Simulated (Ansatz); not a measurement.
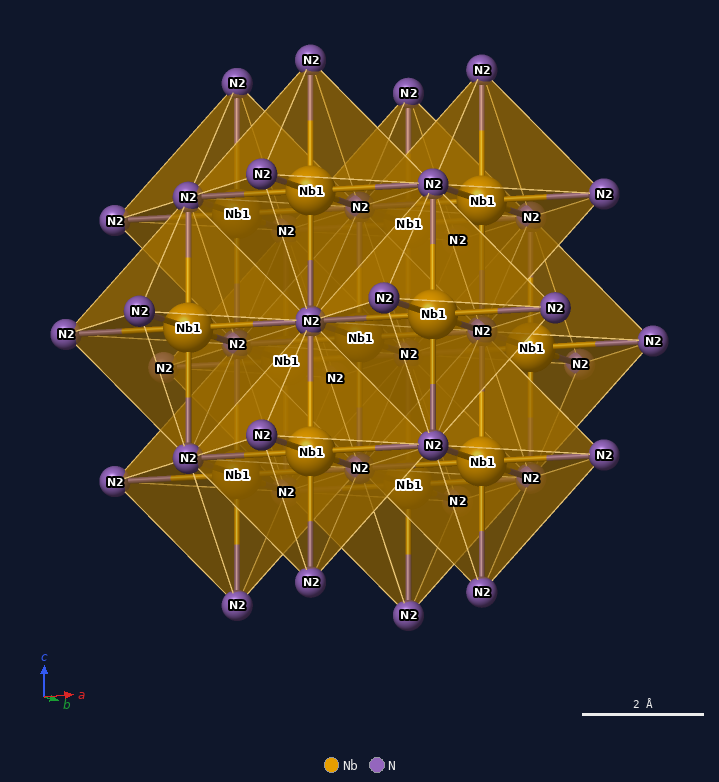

Fig. 1: The structure of the first run (polyhedral view of the cell 4 times as large as that of the calculation, set on its symmetry axes, seen at an oblique angle; polyhedra are completed across the faces of the cell; atoms are numbered from 1 in the order of the input).

**NbN: a changed input and its effect**

System: NbN (Fm-3m, 2 atoms in the cell).
Method of the first run: DFT PBE, scalar-relativistic, plane waves, PAW, no spin polarisation (Ansatz 0.2.0).

The structure derives from an entry of the Crystallography Open Database. Text and figures count atoms from 1; the logs count them from 0 in places.

**Input file, the first run**
```yaml
crystal:
  lattice:
    - [0.0, 2.1945, 2.1945]
    - [2.1945, 0.0, 2.1945]
    - [2.1945, 2.1945, 0.0]
  atoms:
    - { symbol: Nb, position: [0.5, 0.5, 0.5] }
    - { symbol: "N", position: [0.0, 0.0, 0.0] }
basis:
  ecutwfc: 420
kpoints:
  mp_grid: { grid: [16, 16, 16] }
hamiltonian:
  xc: pbe
scf:
  occupations: { method: gaussian, width: 0.1 }
output:
  forces: true
  stress: true
  eigenvalues: true
  write_density: true
  write_potential: true
  elf: true
  volumetric_format: npy
relax:
  adjacent_minimum: "off"
  f_tol: 0.005
  max_steps: 80
  cell: { stress_tol: 0.05 }
```

Launched with:
```bash
ansatz run input.yaml --threads 1 --pin off --max-ram 3072MiB --backend cpu --events-out ev --progress --plain --runs-dir out
```

Hardware: 1 thread of AMD EPYC (Zen 3), 189 GiB of memory available, shared host.

**Output, shortened to warnings, some set-up lines, iterations and results (the first run)**
```
Basis set: ecut = 420 eV, 411 PW (Γ), exchange–correlation on 48×48×48 points (8 copies of the dense FFT grid, shifted against one another)
Symmetry: 48 space group operations
k-points: 145 of 4096
Initial density: superposition of atomic densities (neutral atoms: chi_scale 0, normalization atom), corrected by the library's trained network
[...]
SCF iter   1: F=—  HF=-4938.200195 eV  |F-HF|=—  |Δ(HF+E_count)|=         —  Δρ=2.07e-3  dr2=4.31e-4  ethr=1.77e-3  ⟨swp⟩=5.1  Hψ=21865  notcnv=0  defer=15
SCF iter   2: F=—  HF=-4938.200274 eV  |F-HF|=—  |Δ(HF+E_count)|=   7.92e-5  Δρ=1.21e-3  dr2=1.63e-4  ethr=2.40e-6  ⟨swp⟩=2.6  Hψ=4679  notcnv=0  defer=16
SCF iter   3: F=—  HF=-4938.200360 eV  |F-HF|=—  |Δ(HF+E_count)|=   8.57e-5  Δρ=1.93e-4  dr2=7.26e-6  ethr=9.08e-7  ⟨swp⟩=2.5  Hψ=2612  notcnv=0  defer=16
SCF iter   4: F=—  HF=-4938.200355 eV  |F-HF|=—  |Δ(HF+E_count)|=   4.76e-6  Δρ=4.85e-5  dr2=1.75e-7  ethr=4.03e-8  ⟨swp⟩=2.5  Hψ=3060  notcnv=0  defer=16
SCF iter   5: F=-4938.200356 eV  HF=-4938.200356 eV  |F-HF|=3.91e-9  |Δ(HF+E_count)|=   2.98e-7  Δρ=7.24e-6  dr2=5.76e-9  ethr=9.74e-10  ⟨swp⟩=2.6  Hψ=3079  notcnv=0  defer=16
[... 50 lines ...]
SCF iter   5: F=-4938.210733 eV  HF=-4938.210733 eV  |F-HF|=1.82e-12  |Δ(HF+E_count)|=  9.09e-13  Δρ=8.97e-8  dr2=8.28e-13  ethr=1.00e-12  ⟨swp⟩=1.0  Hψ=2465  notcnv=0
SCF iter   6: F=-4938.210733 eV  HF=-4938.210733 eV  |F-HF|=1.82e-12  |Δ(HF+E_count)|=  9.09e-13  Δρ=5.44e-8  dr2=3.03e-13  ethr=1.00e-12  ⟨swp⟩=1.0  Hψ=2465  notcnv=0
SCF iter   7: F=-4938.210733 eV  HF=-4938.210733 eV  |F-HF|=3.64e-12  |Δ(HF+E_count)|=  1.82e-12  Δρ=2.26e-8  dr2=5.30e-14  ethr=1.00e-12  ⟨swp⟩=2.9  Hψ=7154  notcnv=0
SCF 7 converged in 7 iterations: F = -4938.210733 eV  dr2 = 5.30e-14
relax step   7: F+E_penalty+E_count = -4938.21073272 eV  Δ(F+E_penalty+E_count) = +2.728e-12 eV  max|allowed force component| = 9.466e-30 eV/Å  Δτ_max = 0.0000 Å  P = +0.001 …
basis re-selected at this cell: Δ(F+E_penalty+E_count) = +2.728e-12 eV, ΔP = +0.000 GPa vs the last step (what re-selecting the basis moved, of the pressure what is left beyond the Pulay correction that the steps carried, after the strain that the cell walked since its last selection, with what the …
SCF converged after 7 iterations
Free energy (F): -4938.210733 eV
Harris-Foulkes:  -4938.210733 eV  (|F-HF|=3.64e-12)
Internal energy: -4938.204364 eV  (E = F + TS)
E sigma→0 (E₀):  -4938.207548 eV
Entropy (-TS):   -0.006369 eV (-3.185 meV/atom)
Fermi energy:    20.173515 eV
--- Per-component energies (eV) ---
  E_band       = -16.920930
  E_kinetic    = 527.488302
  E_local      = -735.593078  (includes V_loc(G=0)·N_el)
  E_nonlocal   = 163.719365
  E_hartree    = 222.141627
  E_xc         = -236.933873
  E_vxc        = -291.214104  (∫ρ·V_xc dr)
  E_paw        = -3199.987951  (= ΣΔE_a)
  E_vpaw       = -125.604753  (= ΣTr[D̂ρ^β])
  E_aug_tail   = 0.000087  (compensation charges beyond the density's cutoff)
  E_ewald      = -1679.038842
  E_smearing   = -0.006369  (= −TS)
  E_closure    = 0.000000  (closes the sum)
  Σ components = -4938.210733   (vs F -4938.210733, Δ=0.00e0)
--- Forces (eV/Å), atoms counted from 1 ---
  atom   1  Nb     0.00000000    -0.00000000     0.00000000
  atom   2  N     -0.00000000     0.00000000     0.00000000
  max |Σ_I F_I| component: 1.89e-29 eV/Å
--- Stress (GPa, compression-positive) ---
        0.001324      -0.000000      -0.000000
       -0.000000       0.001324      -0.000000
       -0.000000      -0.000000       0.001324
  P = ⅓ Tr σ = 0.0013 GPa (0.013 kbar)
--- Relaxed structure (5 steps of the walk, 5 accepted, 2 SCFs on fresh bases) ---
  F+E_penalty+E_count = -4938.21073272 eV   max|allowed force component| = 9.466e-30 eV/Å   (the final SCF, on the basis selected at the relaxed cell)
  cell:  # Å, volume = 21.6103 Å³
    - [-1.579167254257563e-33, 2.210771532408974, 2.210771532408974]
    - [2.210771532408974, -1.2861833623660665e-33, 2.210771532408974]
    - [2.210771532408974, 2.210771532408974, 7.515673748520996e-34]
  atoms:
    - { symbol: Nb, position: [0.5, 0.5, 0.5] }
    - { symbol: N, position: [6.399288757287901e-36, -6.399288757288732e-36, -6.399288757280417e-36] }
```

The input of the second run differs as follows (lines with − go, lines with + come):
```diff
+  hubbard: { sites: [{ species: Nb, l: d, u_eff: 8.0 }], double_counting: fll }
+  mixing: { preconditioner: none }
-  write_density: true
-  write_potential: true
-  elf: true
-  volumetric_format: npy
```

How does the second run compare with the first run?

The total energies belong to different models, so their difference says nothing on which is more stable or more accurate. The volume per atom goes from 10.81 to 11.05 Å³. The SCF takes 38 iterations over all geometry steps against 46. On the same kind of shared host the second run took about 1.5 times as long. The two runs start from different initial densities, which also moves the count.

**Output, shortened to warnings, some set-up lines, iterations and results (the second run)**
```
Basis set: ecut = 420 eV, 411 PW (Γ), exchange–correlation on 48×48×48 points (8 copies of the dense FFT grid, shifted against one another)
Symmetry: 48 space group operations
k-points: 145 of 4096
Initial density: superposition of atomic densities (chi_scale 0.1, normalization cell, long waves kept (reshape's long-wave potential 0.00 eV rms))
[...]
SCF iter   1: F=—  HF=-4929.912111 eV  |F-HF|=—  |Δ(HF+E_count)|=         —  Δρ=1.30e-1  dr2=4.72e0  ethr=3.10e-3  ⟨swp⟩=5.0  Hψ=9275  notcnv=0
SCF iter   2: F=—  HF=-4929.441581 eV  |F-HF|=—  |Δ(HF+E_count)|=   4.71e-1  Δρ=1.19e-1  dr2=2.76e0  ethr=3.10e-3  ⟨swp⟩=3.0  Hψ=5201  notcnv=0  defer=10
SCF iter   3: F=—  HF=-4928.853169 eV  |F-HF|=—  |Δ(HF+E_count)|=   5.88e-1  Δρ=2.59e-2  dr2=7.36e-2  ethr=3.10e-3  ⟨swp⟩=2.3  Hψ=4201  notcnv=0  defer=10
SCF iter   4: F=—  HF=-4928.897079 eV  |F-HF|=—  |Δ(HF+E_count)|=   4.39e-2  Δρ=6.07e-3  dr2=1.02e-2  ethr=4.09e-4  ⟨swp⟩=2.6  Hψ=3598  notcnv=0  defer=10
SCF iter   5: F=—  HF=-4928.896357 eV  |F-HF|=—  |Δ(HF+E_count)|=   7.21e-4  Δρ=1.49e-3  dr2=3.93e-4  ethr=5.66e-5  ⟨swp⟩=1.6  Hψ=3074  notcnv=0  defer=9
[... 42 lines ...]
SCF iter   4: F=—  HF=-4928.936801 eV  |F-HF|=—  |Δ(HF+E_count)|=  3.40e-10  Δρ=2.60e-6  dr2=1.75e-9  ethr=1.99e-11  ⟨swp⟩=2.0  Hψ=2620  notcnv=0
SCF iter   5: F=—  HF=-4928.936801 eV  |F-HF|=—  |Δ(HF+E_count)|=  2.07e-10  Δρ=6.76e-7  dr2=9.54e-11  ethr=9.71e-12  ⟨swp⟩=2.4  Hψ=2491  notcnv=0
SCF iter   6: F=-4928.936801 eV  HF=-4928.936801 eV  |F-HF|=3.64e-12  |Δ(HF+E_count)|=  2.27e-11  Δρ=2.03e-7  dr2=8.26e-12  ethr=1.00e-12  ⟨swp⟩=4.1  Hψ=7772  notcnv=0
SCF 7 converged in 6 iterations: F = -4928.936801 eV  dr2 = 8.26e-12
relax step   7: F+E_penalty+E_count = -4928.93680051 eV  Δ(F+E_penalty+E_count) = -6.235e-5 eV  max|allowed force component| = 1.407e-29 eV/Å  Δτ_max = 0.0000 Å  P = +0.004 …
basis re-selected at this cell: Δ(F+E_penalty+E_count) = -6.235e-5 eV, ΔP = +0.002 GPa vs the last step (what re-selecting the basis moved, of the pressure what is left beyond the Pulay correction that the steps carried, after the strain that the cell walked since its last selection, with what the …
SCF converged after 6 iterations
Free energy (F): -4928.936801 eV
Harris-Foulkes:  -4928.936801 eV  (|F-HF|=3.64e-12)
Internal energy: -4928.930162 eV  (E = F + TS)
E sigma→0 (E₀):  -4928.933481 eV
Entropy (-TS):   -0.006639 eV (-3.319 meV/atom)
Fermi energy:    19.965919 eV
--- Per-component energies (eV) ---
  E_band       = -22.835864
  E_kinetic    = 526.152066
  E_local      = -749.559900  (includes V_loc(G=0)·N_el)
  E_nonlocal   = 163.026141
  E_hartree    = 225.247888
  E_xc         = -236.687846
  E_vxc        = -290.834265  (∫ρ·V_xc dr)
  E_hubbard    = 9.111778  (on-site DFT+U / exact-exchange correction)
  E_vhub       = 3.100340  (the Hubbard potential's part of the band-sum identity)
  E_paw        = -3199.679742  (= ΣΔE_a)
  E_vpaw       = -125.216114  (= ΣTr[D̂ρ^β])
  E_aug_tail   = 0.000098  (compensation charges beyond the density's cutoff)
  E_ewald      = -1666.540646
  E_smearing   = -0.006639  (= −TS)
  E_closure    = 0.000000  (closes the sum)
  Σ components = -4928.936801   (vs F -4928.936801, Δ=0.00e0)
--- Forces (eV/Å), atoms counted from 1 ---
  atom   1  Nb     0.00000000    -0.00000000    -0.00000000
  atom   2  N     -0.00000000     0.00000000    -0.00000000
  max |Σ_I F_I| component: 2.66e-29 eV/Å
--- Stress (GPa, compression-positive) ---
        0.004234      -0.000000      -0.000000
       -0.000000       0.004234       0.000000
       -0.000000      -0.000000       0.004234
  P = ⅓ Tr σ = 0.0042 GPa (0.042 kbar)
Occupation matrices written to [file]
--- Relaxed structure (5 steps of the walk, 5 accepted, 2 SCFs on fresh bases) ---
  F+E_penalty+E_count = -4928.93680051 eV   max|allowed force component| = 1.407e-29 eV/Å   (the final SCF, on the basis selected at the relaxed cell)
  cell:  # Å, volume = 22.1002 Å³
    - [1.5015424460442121e-33, 2.227351178778781, 2.227351178778781]
    - [2.227351178778781, 1.3741581450212362e-33, 2.227351178778781]
    - [2.227351178778781, 2.227351178778781, 1.9617182326648018e-33]
  atoms:
    - { symbol: Nb, position: [0.5, 0.5, 0.5] }
[...]
```

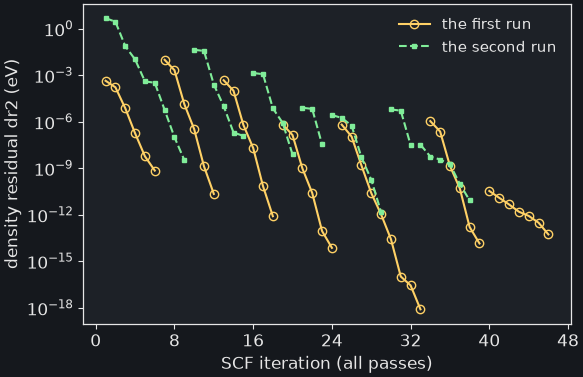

Fig. 2: Convergence of the two runs: density residual dr2 against the SCF iteration. A break in a curve parts two SCF passes. The first run takes 46 iterations in all, and the second run takes 38.

**The two runs side by side**

| quantity | the first run | the second run |
| --- | --- | --- |
| outcome | converged | converged |
| free energy per atom (eV) | −2469.1054 | −2464.4684 |
| energy per atom, smearing taken to zero (eV) | −2469.1038 | −2464.4667 |
| gap on the mesh (eV) | 0.00 | 0.00 |
| pressure (GPa) | 0.00 | 0.00 |
| volume per atom (Å³) | 10.81 | 11.05 |
| largest force (eV/Å) | 0.000 | 0.000 |
| SCF iterations | 46 | 38 |
| irreducible k-points | 145 | 145 |
| wall time (shared host) | 47 s | 72 s |
